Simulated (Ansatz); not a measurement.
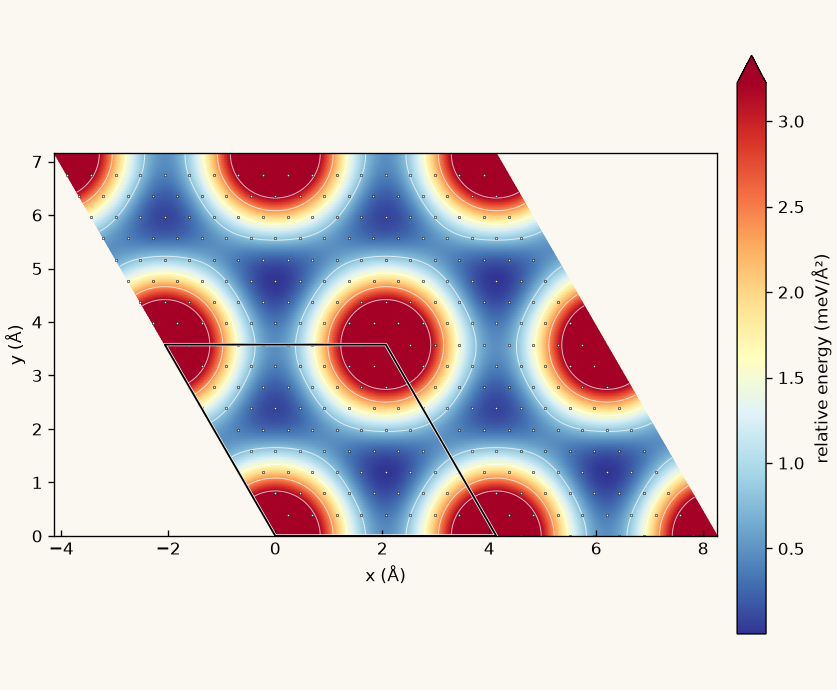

Energy landscape of a bilayer of two MgI₂ sheets (1T type) (6 atoms in the cell). 
- The upper layer of a bilayer is slid over the lower one; relaxed at each slide: nothing; the origin of the map has I4 above I3; the distance between the facing planes is held at 3.83 Å.
- Places are given modulo a cell vector. The map is drawn in real space over the plane of the slide.
- Grid: 9 × 9 points; 19 points were computed and 62 follow by symmetry.
- Energies are in meV/Å², from the lowest grid point.
- At a held distance the lowest stacking need not be the one that binds best once the distance relaxes.
- The calculation used Ansatz 0.2.0, DFT PBE+D3(BJ), scalar-relativistic, plane waves, PAW. Settings: cutoff 420 eV, k-mesh 9×9×1, gaussian smearing 0.05 eV, no spin polarisation.

In the figure: a smooth colour map with a few white contour lines, dots at the grid points, the outline of one cell of the 2 × 2 shown, one colour for all values above the top of the scale. Between grid points the surface is interpolated. 

Question: What does the map say about the system?

Answer: The lowest grid point is at (6/9, 3/9) of the cell vectors. There is a further well near (3/9, 6/9) of the cell vectors (0.08 meV/Å² above the lowest at that grid point). The highest grid point, (0/9, 0/9) of the cell vectors, lies 4.84 meV/Å² above the lowest. On the interpolated surface the easiest way out of the lowest well to the well at (3/9, 6/9) of the cell vectors passes a barrier of about 0.48 meV/Å². Facing atoms of the upper layer at the lowest point: I above I of a deeper plane, the Mg behind them above Mg; at the highest: I above I, the Mg behind them above I.

The values on the grid:

```
second ↓, first →   0/9   1/9   2/9   3/9   4/9   5/9   6/9   7/9   8/9
              8/9  4.29  3.35  1.98  0.83  0.40  0.83  1.98  3.35  4.29
              7/9  2.95  1.98  0.93  0.29  0.29  0.93  1.98  2.95  3.34
              6/9  1.50  0.83  0.29  0.08  0.29  0.83  1.50  1.95  1.95
              5/9  0.60  0.40  0.29  0.29  0.40  0.60  0.80  0.88  0.80
              4/9  0.60  0.83  0.93  0.83  0.60  0.36  0.22  0.22  0.36
              3/9  1.50  1.98  1.98  1.50  0.80  0.22  0.00  0.22  0.80
              2/9  2.95  3.35  2.95  1.95  0.88  0.22  0.22  0.88  1.95
              1/9  4.29  4.29  3.34  1.95  0.80  0.36  0.80  1.95  3.34
              0/9  4.84  4.29  2.95  1.50  0.60  0.60  1.50  2.95  4.29
```

The whole map (19 points run) took 16 min on 1 thread of Intel(R) Xeon(R) Platinum 8375C CPU @ 2.90GHz (Ice Lake), on a shared host.
